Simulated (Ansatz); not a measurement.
## Electronic structure of GeS in real space

The calculation's input:

```
crystal:
  lattice:
    - [10.656315681, 0.0, 0.0]
    - [0.0, 3.6793767028, 0.0]
    - [0.0, 0.0, 4.3580862043]
  atoms:
    - { symbol: Ge, position: [0.1244538412, 0.25, 0.1352405786] }
    - { symbol: Ge, position: [0.3755461588, 0.75, 0.6352405786] }
    - { symbol: Ge, position: [0.6244538412, 0.25, 0.3647594214] }
    - { symbol: Ge, position: [0.8755461588, 0.75, 0.8647594214] }
    - { symbol: S, position: [0.8493944109, 0.25, 0.4949234742] }
    - { symbol: S, position: [0.6506055891, 0.75, -0.0050765258] }
    - { symbol: S, position: [0.3493944109, 0.25, 1.0050765258] }
    - { symbol: S, position: [0.1506055891, 0.75, 0.5050765258] }
basis:
  ecutwfc: 420
kpoints:
  mp_grid: { grid: [4, 8, 6] }
  band_path:
    path:
      - [0.0, 0.0, 0.0]
      - [0.5, 0.0, 0.0]
      - [0.5, 0.5, 0.0]
      - [0.0, 0.5, 0.0]
      - [0.0, 0.0, 0.5]
      - [0.5, 0.0, 0.5]
      - [0.5, 0.5, 0.5]
      - [0.0, 0.5, 0.5]
      - [0.0, 0.0, 0.309896]
    npoints: 1
hamiltonian:
  xc: pbe
  dispersion: d3bj
scf:
  occupations: { method: gaussian, width: 0.02 }
  n_extra_bands: 14
output:
  eigenvalues: true
  write_density: true
  write_potential: true
  elf: true
  volumetric_format: npy
magnetization:
  noncollinear: true
  spin_orbit: true
```

Launched as:

```sh
ansatz run input.yaml --threads 4 --pin off --max-ram 10240MiB --backend cpu --events-out ev --progress --plain --runs-dir out
```

Below, planes, directions and counts refer to the conventional cell (a = 10.66 Å, b = 3.68 Å, c = 4.36 Å, α = 90.00°, β = 90.00°, γ = 90.00°).

Space group Pnma.

Level of theory: DFT PBE+D3(BJ), spin-orbit coupling, plane waves, PAW in Ansatz.

The density is the valence pseudo-density of a PAW calculation; it isn't the true density close to the nuclei.

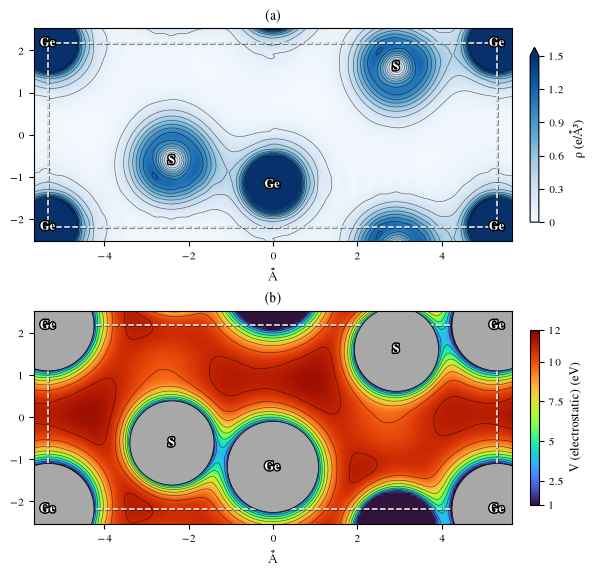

Figure 1. (a) valence pseudo-density; (b) electrostatic potential energy of an electron on the (010) plane of the conventional cell. Grey discs cover the atomic cores in the potential map.

### Describe what can be read from this map.

- The section cuts through Ge and S sites.
- Ge–S (2.46 Å): ρ at the midpoint is about 0.48 e/Å³.
- Between the atoms the lowest density in this plane is 0.02 e/Å³.
- Outside the cores the potential energy rises away from the atoms and is highest about 2.1 Å from the nearest atoms; its zero is arbitrary.

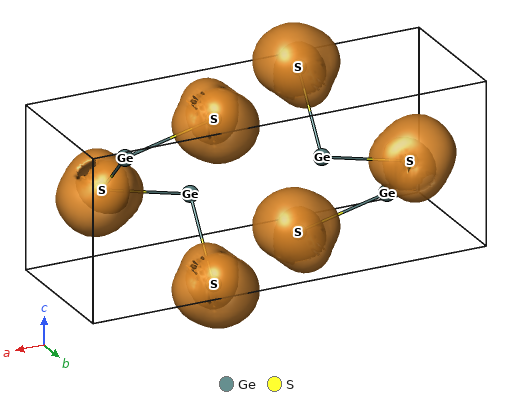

Figure 2. Isosurface of the electron localisation function at 0.8 (orange), seen at an oblique angle. Core shells and regions of very low density are left out. Sticks mark near contacts.

### Where are the electrons localised?

The surface consists of four regions wrapped around S (the valence shell of each), counted in one cell of 8 atoms. Regions shared between cells count once. Along the contacts the grid gives the following. Ge–S (2.46 Å): the ELF peaks at about 0.90 in the valence shell of S, 0.8 Å from its nucleus, and is about 0.65 at the midpoint.

### Does the calculation give a band gap?

It is gapped, with a Kohn–Sham gap of 1.2 eV on the k-point mesh, an upper bound to the gap of this method.
